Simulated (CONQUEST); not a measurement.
# A series of single points on Y

System: Y (Fm-3m, 2 atoms in the cell).
Method: Kohn-Sham DFT of a periodic cell, PBE, PseudoDojo NC PBE, no spin polarisation (CONQUEST 1.3).

The 7 runs differ only in the geometry, by an even scaling of the cell at fixed fractional positions. The structure derives from a Materials Project entry.

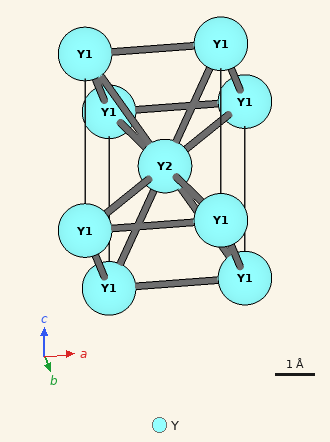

Figure 1. The structure of run 4 (ball-and-stick view of the cell of the calculation, seen at an oblique angle; atoms are numbered from 1 in the order of the input).

### Input of run 4
```
IO.Title Y
IO.Coordinates coords.dat
IO.FractionalAtomicCoords T
IO.Iprint 2
IO.Iprint_init 1
General.NumberOfSpecies 1
General.PseudopotentialType hamann
AtomMove.TypeOfRun static
AtomMove.FullStress T
Grid.PointsAlongX 36
Grid.PointsAlongY 36
Grid.PointsAlongZ 48
DM.SolutionMethod diagon
Diag.MPMesh T
Diag.GammaCentred T
Diag.MPMeshX 7
Diag.MPMeshY 7
Diag.MPMeshZ 5
Diag.kT 0.00183747
minE.SCTolerance 1e-6
SC.MaxIters 100
IO.AtomChargeOutput T
%block ChemicalSpeciesLabel
1 88.910 Y
%endblock
```

Command:
```bash
Conquest
```

Lattice vectors (Å) and fractional positions of run 4:
```
   3.609060    0.000000    0.000000
   0.000000    3.609060    0.000000
   0.000000    0.000000    5.103982
Y   0.000000  0.000000  0.000000
Y   0.500000  0.500000  0.500000
```

Run 5 has the same physical settings and fractional positions; its lattice vectors (Å) are:
```
   3.632962    0.000000    0.000000
   0.000000    3.632962    0.000000
   0.000000    0.000000    5.137784
```

### Results, with one run withheld

| run | volume per atom (Å³) | free energy per atom, from the lowest run given (meV) | pressure (GPa) |
| --- | --- | --- | --- |
| 1 | 31.246 | 8.68 | 2.07 |
| 2 | 31.911 | 2.28 | 1.07 |
| 3 | 32.576 | 0.00 | 0.14 |
| 4 | 33.240 | 1.21 | −0.61 |
| 5 | 33.905 | ? | ? |
| 6 | 34.570 | 12.24 | −2.09 |
| 7 | 35.235 | 22.04 | −2.65 |

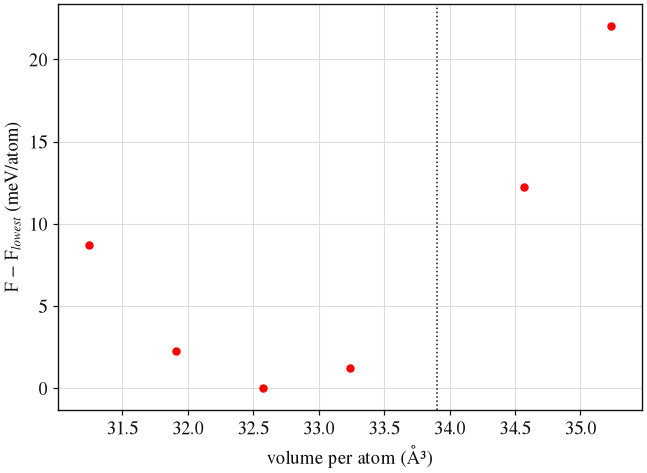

Figure 2. Free energy per atom of the runs given; the dotted line marks run 5.

Fit the runs given and predict run 5.

A cubic polynomial in V^(−2/3) (the Birch–Murnaghan form), fitted to the 6 runs given, misses them by at most 0.13 meV per atom. With x = V^(−2/3) − 0.09704 Å⁻², it reads F = 0.52522 − 1498.2 x + 9.6973e+05 x² + 3.9077e+05 x³ (meV per atom). At run 5 it gives 5.31 meV per atom, and the run itself gives 5.01. The slope of the fit gives a pressure −dF/dV of −1.37 GPa there, and the run prints −1.27 GPa. The two needn't agree exactly: the fit is approximate, and the printed stress is taken on a finite basis. The fit has its minimum at 32.690 Å³ per atom, where V d²F/dV² gives 40.5 GPa: the bulk modulus at this level, since symmetry fixes the shape and the positions.

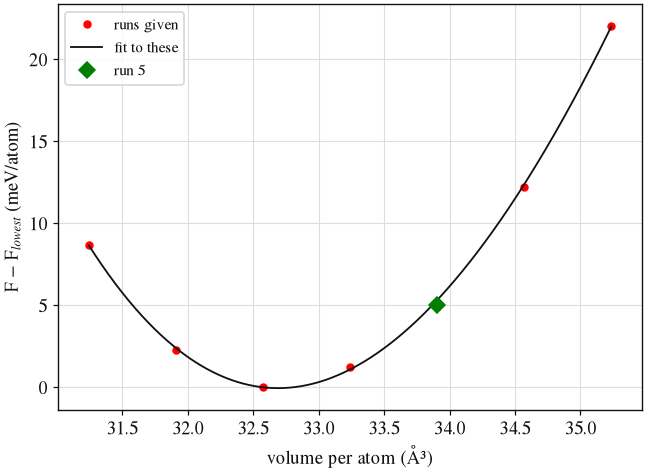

Figure 3. The fit and the withheld run.

### Some lines of the output (run 5)
```
[...]
      Using Fermi-Dirac smearing
          Free Energy (E-TS)               :       -81.582922214202540 Ha
          DFT Total Energy                 :       -81.575233230727633 Ha
          Free Energy (E-TS)               :       -81.579042526491676 Ha
          DFT Total Energy                 :       -81.577637097016066 Ha
          Free Energy (E-TS)               :       -81.578898845202218 Ha
          DFT Total Energy                 :       -81.577784359892036 Ha
          Free Energy (E-TS)               :       -81.578909258057777 Ha
          DFT Total Energy                 :       -81.577785747122022 Ha
          Free Energy (E-TS)               :       -81.578909609156952 Ha
          DFT Total Energy                 :       -81.577786144289703 Ha
      | Free Energy as E-TS      =       -81.578909609156952 Ha
      |* DFT total energy        =       -81.577786144289703 Ha
    force: Average pressure:     -1.27421562 GPa
```

Notes: With a small basis of atomic orbitals these values can differ much from converged plane-wave results.
